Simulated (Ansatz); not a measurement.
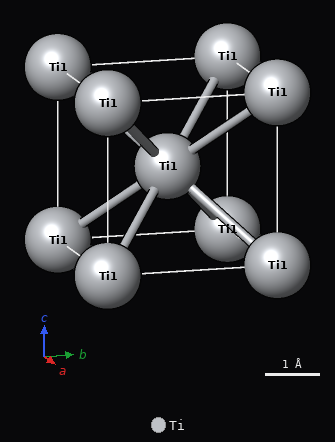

The structure as given in the input (ball-and-stick view of the cell 2 times as large as that of the calculation, set on its symmetry axes, seen slightly off an axis; atoms are numbered from 1 in the order of the input). An atom can appear more than once, as a periodic image. Near neighbours in the periodic cell (some may lie outside the picture): Ti has 8 Ti at 2.84 Å.

## From Ti to Zr

System: Ti (Im-3m, 1 atom in the cell).
Method of run 1: DFT PBEsol, scalar-relativistic, plane waves, PAW, no spin polarisation (Ansatz 0.2.0).
System of run 2: Zr (1 atom in the cell).

On run 1: The structure derives from an entry of the Crystallography Open Database. On run 2: The structure was made by swapping elements on the sites of another compound; it need not be a known phase. It belongs to a series of runs on one base structure; here: Ti -> Zr on all its sites, cell and atoms relaxed. Text and figures count atoms from 1; the logs count them from 0 in places.

### The input, run 1
```yaml
crystal:
  lattice:
    - [-1.641, 1.641, 1.641]
    - [1.641, -1.641, 1.641]
    - [1.641, 1.641, -1.641]
  atoms:
    - { symbol: Ti, position: [0.0, 0.0, 0.0] }
basis:
  ecutwfc: 420
kpoints:
  mp_grid: { grid: [18, 18, 18] }
hamiltonian:
  xc: pbesol
scf:
  occupations: { method: gaussian, width: 0.1 }
output:
  forces: true
  stress: true
  eigenvalues: true
  write_density: true
  write_potential: true
  elf: true
  volumetric_format: npy
relax:
  adjacent_minimum: "off"
  f_tol: 0.005
  max_steps: 80
  cell: { stress_tol: 0.05 }
```

Command:
```bash
ansatz run input.yaml --threads 1 --pin off --max-ram 2560MiB --backend cpu --events-out ev --progress --plain --runs-dir out
```

Hardware: 1 thread of Arm Neoverse V2, 24 GiB of memory available, shared host.

### Output, shortened to warnings, some set-up lines, iterations and results (run 1)
```
Basis set: ecut = 420 eV, 369 PW (Γ), exchange–correlation on 40×40×40 points (8 copies of the dense FFT grid, shifted against one another)
Symmetry: 48 space group operations
k-points: 195 of 5832
Initial density: superposition of atomic densities (neutral atoms: chi_scale 0, normalization atom), corrected by the library's trained network
[...]
SCF iter   1: F=—  HF=-2473.773917 eV  |F-HF|=—  |Δ(HF+E_count)|=         —  Δρ=4.92e-3  dr2=2.50e-3  ethr=1.77e-3  ⟨swp⟩=4.4  Hψ=10350  notcnv=0
SCF iter   2: F=—  HF=-2473.772948 eV  |F-HF|=—  |Δ(HF+E_count)|=   9.68e-4  Δρ=1.45e-3  dr2=3.52e-4  ethr=2.08e-5  ⟨swp⟩=3.0  Hψ=5248  notcnv=0  defer=20
SCF iter   3: F=—  HF=-2473.772884 eV  |F-HF|=—  |Δ(HF+E_count)|=   6.41e-5  Δρ=7.91e-4  dr2=4.84e-5  ethr=2.93e-6  ⟨swp⟩=2.2  Hψ=2561  notcnv=0  defer=20
SCF iter   4: F=—  HF=-2473.772885 eV  |F-HF|=—  |Δ(HF+E_count)|=   1.27e-6  Δρ=1.42e-4  dr2=1.61e-6  ethr=4.03e-7  ⟨swp⟩=1.0  Hψ=1930  notcnv=0  defer=20
SCF iter   5: F=-2473.772886 eV  HF=-2473.772886 eV  |F-HF|=4.87e-10  |Δ(HF+E_count)|=   1.67e-7  Δρ=1.08e-5  dr2=8.33e-9  ethr=1.34e-8  ⟨swp⟩=1.0  Hψ=1930  notcnv=0  defer=20
[... 26 lines ...]
SCF iter   3: F=—  HF=-2473.797956 eV  |F-HF|=—  |Δ(HF+E_count)|=   7.52e-9  Δρ=7.27e-6  dr2=3.94e-9  ethr=1.08e-10  ⟨swp⟩=1.8  Hψ=2283  notcnv=0
SCF iter   4: F=—  HF=-2473.797956 eV  |F-HF|=—  |Δ(HF+E_count)|=  3.85e-10  Δρ=1.28e-6  dr2=7.95e-11  ethr=3.29e-11  ⟨swp⟩=2.2  Hψ=2893  notcnv=0
SCF iter   5: F=-2473.797956 eV  HF=-2473.797956 eV  |F-HF|=1.36e-12  |Δ(HF+E_count)|=  4.09e-11  Δρ=6.51e-8  dr2=7.53e-13  ethr=1.00e-12  ⟨swp⟩=4.6  Hψ=6521  notcnv=0
SCF 5 converged in 5 iterations: F = -2473.797956 eV  dr2 = 7.53e-13
relax step   5: F+E_penalty+E_count = -2473.79795564 eV  Δ(F+E_penalty+E_count) = +7.834e-5 eV  max|allowed force component| = 0.000e0 eV/Å  Δτ_max = 0.0000 Å  P = -0.009 GPa …
basis re-selected at this cell: Δ(F+E_penalty+E_count) = +7.834e-5 eV, ΔP = +0.008 GPa vs the last step (what re-selecting the basis moved, of the pressure what is left beyond the Pulay correction that the steps carried, after the strain that the cell walked since its last selection, with what the …
SCF converged after 5 iterations
Free energy (F): -2473.797956 eV
Harris-Foulkes:  -2473.797956 eV  (|F-HF|=1.36e-12)
Internal energy: -2473.786986 eV  (E = F + TS)
E sigma→0 (E₀):  -2473.792471 eV
Entropy (-TS):   -0.010970 eV (-10.970 meV/atom)
Fermi energy:    13.766523 eV
--- Per-component energies (eV) ---
  E_band       = -147.013473
  E_kinetic    = 273.648716
  E_local      = -786.971814  (includes V_loc(G=0)·N_el)
  E_nonlocal   = 9.802643
  E_hartree    = 324.730710
  E_xc         = -96.980848
  E_vxc        = -121.883640  (∫ρ·V_xc dr)
  E_paw        = -1022.831436  (= ΣΔE_a)
  E_vpaw       = -171.070949  (= ΣTr[D̂ρ^β])
  E_aug_tail   = 0.000120  (compensation charges beyond the density's cutoff)
  E_ewald      = -1175.324462
  E_core_change = 0.139384  (= ΣΔE_core)
  E_smearing   = -0.010970  (= −TS)
  E_closure    = 0.000000  (closes the sum)
  Σ components = -2473.797956   (vs F -2473.797956, Δ=0.00e0)
--- Forces (eV/Å), atoms counted from 1 ---
  atom   1  Ti     0.00000000     0.00000000    -0.00000000
  max |Σ_I F_I| component: 7.96e-33 eV/Å
--- Stress (GPa, compression-positive) ---
       -0.008786      -0.000000       0.000000
       -0.000000      -0.008786       0.000000
        0.000000      -0.000000      -0.008786
  P = ⅓ Tr σ = -0.0088 GPa (-0.088 kbar)
--- Relaxed structure (4 steps of the walk, 4 accepted, 1 SCFs on fresh bases) ---
  F+E_penalty+E_count = -2473.79795564 eV   max|allowed force component| = 0.000e0 eV/Å   (the final SCF, on the basis selected at the relaxed cell)
  cell:  # Å, volume = 16.5417 Å³
    - [-1.6051160628717123, 1.6051160628717123, 1.6051160628717123]
    - [1.6051160628717123, -1.6051160628717123, 1.6051160628717123]
    - [1.6051160628717123, 1.6051160628717123, -1.6051160628717123]
  atoms:
    - { symbol: Ti, position: [0.0, 0.0, 0.0] }
```

For run 2 the input was changed thus:
```diff
-    - [-1.641, 1.641, 1.641]
-    - [1.641, -1.641, 1.641]
-    - [1.641, 1.641, -1.641]
+    - [-1.7673332993, 1.7673332993, 1.7673332993]
+    - [1.7673332993, -1.7673332993, 1.7673332993]
+    - [1.7673332993, 1.7673332993, -1.7673332993]
-    - { symbol: Ti, position: [0.0, 0.0, 0.0] }
+    - { symbol: Zr, position: [0.0, 0.0, 0.0] }
-  mp_grid: { grid: [18, 18, 18] }
+  mp_grid: { grid: [16, 16, 16] }
-  f_tol: 0.005
-  max_steps: 80
-  cell: { stress_tol: 0.05 }
+  f_tol: 0.01
+  max_steps: 60
+  cell: { stress_tol: 0.1 }
```

What does this change do to the results?

The total energies belong to different systems, so their difference says nothing on which is more stable or more accurate. The volume per atom goes from 16.54 to 21.83 Å³. The SCF takes 17 iterations over all geometry steps against 26. The irreducible k-points go from 195 to 145.

### Output, shortened to warnings, some set-up lines, iterations and results (run 2)
```
Basis set: ecut = 420 eV, 429 PW (Γ), exchange–correlation on 48×48×48 points (8 copies of the dense FFT grid, shifted against one another)
Symmetry: 48 space group operations
k-points: 145 of 4096
Initial density: superposition of atomic densities (neutral atoms: chi_scale 0, normalization atom), corrected by the library's trained network
[...]
SCF iter   1: F=—  HF=-4128.573931 eV  |F-HF|=—  |Δ(HF+E_count)|=         —  Δρ=3.11e-3  dr2=1.07e-3  ethr=1.77e-3  ⟨swp⟩=5.0  Hψ=8184  notcnv=0
SCF iter   2: F=—  HF=-4128.573510 eV  |F-HF|=—  |Δ(HF+E_count)|=   4.21e-4  Δρ=1.39e-3  dr2=1.93e-4  ethr=8.90e-6  ⟨swp⟩=2.3  Hψ=3264  notcnv=0
SCF iter   3: F=—  HF=-4128.573532 eV  |F-HF|=—  |Δ(HF+E_count)|=   2.27e-5  Δρ=1.79e-4  dr2=3.45e-6  ethr=1.60e-6  ⟨swp⟩=1.0  Hψ=1437  notcnv=0
SCF iter   4: F=—  HF=-4128.573533 eV  |F-HF|=—  |Δ(HF+E_count)|=   6.39e-7  Δρ=1.35e-5  dr2=2.18e-8  ethr=2.88e-8  ⟨swp⟩=2.0  Hψ=2308  notcnv=0
SCF iter   5: F=-4128.573533 eV  HF=-4128.573533 eV  |F-HF|=1.54e-10  |Δ(HF+E_count)|=   1.72e-9  Δρ=3.67e-6  dr2=9.95e-10  ethr=1.82e-10  ⟨swp⟩=1.0  Hψ=1437  notcnv=0
[... 15 lines ...]
SCF iter   2: F=—  HF=-4128.574385 eV  |F-HF|=—  |Δ(HF+E_count)|=   1.12e-6  Δρ=8.30e-6  dr2=5.94e-9  ethr=2.55e-10  ⟨swp⟩=2.5  Hψ=2319  notcnv=0
SCF iter   3: F=—  HF=-4128.574385 eV  |F-HF|=—  |Δ(HF+E_count)|=   1.06e-8  Δρ=9.66e-7  dr2=1.59e-10  ethr=4.95e-11  ⟨swp⟩=3.0  Hψ=2180  notcnv=0
SCF iter   4: F=-4128.574385 eV  HF=-4128.574385 eV  |F-HF|=1.82e-12  |Δ(HF+E_count)|=  3.00e-11  Δρ=2.26e-7  dr2=2.75e-12  ethr=1.00e-12  ⟨swp⟩=5.2  Hψ=5512  notcnv=0
SCF 4 converged in 4 iterations: F = -4128.574385 eV  dr2 = 2.75e-12
relax step   4: F+E_penalty+E_count = -4128.57438516 eV  Δ(F+E_penalty+E_count) = +2.207e-5 eV  max|allowed force component| = 0.000e0 eV/Å  Δτ_max = 0.0000 Å  P = -0.010 GPa …
basis re-selected at this cell: Δ(F+E_penalty+E_count) = +2.207e-5 eV, ΔP = +0.000 GPa vs the last step (what re-selecting the basis moved, of the pressure what is left beyond the Pulay correction that the steps carried, after the strain that the cell walked since its last selection, with what the …
SCF converged after 4 iterations
Free energy (F): -4128.574385 eV
Harris-Foulkes:  -4128.574385 eV  (|F-HF|=1.82e-12)
Internal energy: -4128.565388 eV  (E = F + TS)
E sigma→0 (E₀):  -4128.569887 eV
Entropy (-TS):   -0.008997 eV (-8.997 meV/atom)
Fermi energy:    14.638758 eV
--- Per-component energies (eV) ---
  E_band       = -83.636816
  E_kinetic    = 334.347182
  E_local      = -598.358521  (includes V_loc(G=0)·N_el)
  E_nonlocal   = 82.856437
  E_hartree    = 185.159085
  E_xc         = -160.702844
  E_vxc        = -190.696581  (∫ρ·V_xc dr)
  E_paw        = -2900.474754  (= ΣΔE_a)
  E_vpaw       = -82.103548  (= ΣTr[D̂ρ^β])
  E_aug_tail   = 0.000023  (compensation charges beyond the density's cutoff)
  E_ewald      = -1071.557717
  E_core_change = 0.165720  (= ΣΔE_core)
  E_smearing   = -0.008997  (= −TS)
  E_closure    = 0.000000  (closes the sum)
  Σ components = -4128.574385   (vs F -4128.574385, Δ=0.00e0)
--- Forces (eV/Å), atoms counted from 1 ---
  atom   1  Zr     0.00000000     0.00000000    -0.00000000
  max |Σ_I F_I| component: 2.26e-32 eV/Å
--- Stress (GPa, compression-positive) ---
       -0.010153      -0.000000      -0.000000
        0.000000      -0.010153      -0.000000
       -0.000000       0.000000      -0.010153
  P = ⅓ Tr σ = -0.0102 GPa (-0.102 kbar)
--- Relaxed structure (3 steps of the walk, 3 accepted, 1 SCFs on fresh bases) ---
  F+E_penalty+E_count = -4128.57438516 eV   max|allowed force component| = 0.000e0 eV/Å   (the final SCF, on the basis selected at the relaxed cell)
  cell:  # Å, volume = 21.8276 Å³
    - [-1.7605511521448711, 1.7605511521448711, 1.7605511521448711]
    - [1.7605511521448711, -1.7605511521448711, 1.7605511521448711]
    - [1.7605511521448711, 1.7605511521448711, -1.7605511521448711]
  atoms:
    - { symbol: Zr, position: [0.0, 0.0, 0.0] }
```

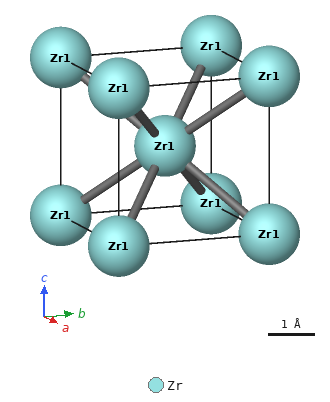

The input structure of run 2 (ball-and-stick view of the cell 2 times as large as that of the calculation, set on its symmetry axes, seen slightly off an axis; atoms are numbered from 1 in the order of the input). An atom can appear more than once, as a periodic image.

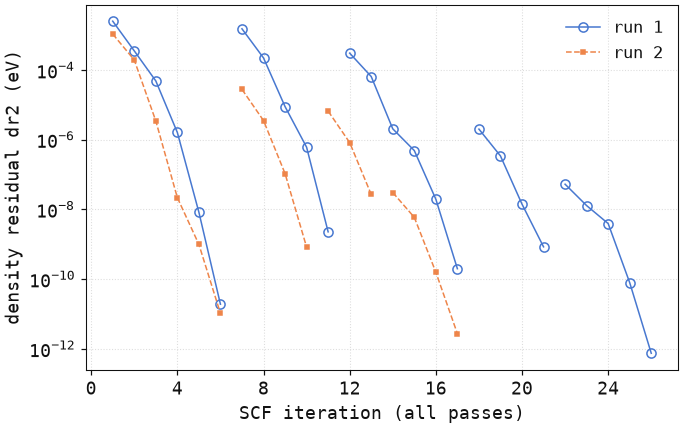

Convergence of the two runs: density residual dr2 against the SCF iteration. A break in a curve parts two SCF passes. Run 1 takes 26 iterations in all, and run 2 takes 17.

### The two runs side by side

| quantity | run 1 | run 2 |
| --- | --- | --- |
| outcome | converged | converged |
| free energy per atom (eV) | −2473.7980 | −4128.5744 |
| energy per atom, smearing taken to zero (eV) | −2473.7925 | −4128.5699 |
| gap on the mesh (eV) | 0.00 | 0.00 |
| pressure (GPa) | −0.01 | −0.01 |
| volume per atom (Å³) | 16.54 | 21.83 |
| largest force (eV/Å) | 0.000 | 0.000 |
| SCF iterations | 26 | 17 |
| irreducible k-points | 195 | 145 |
| wall time (shared host) | 9.2 s | 7.1 s |
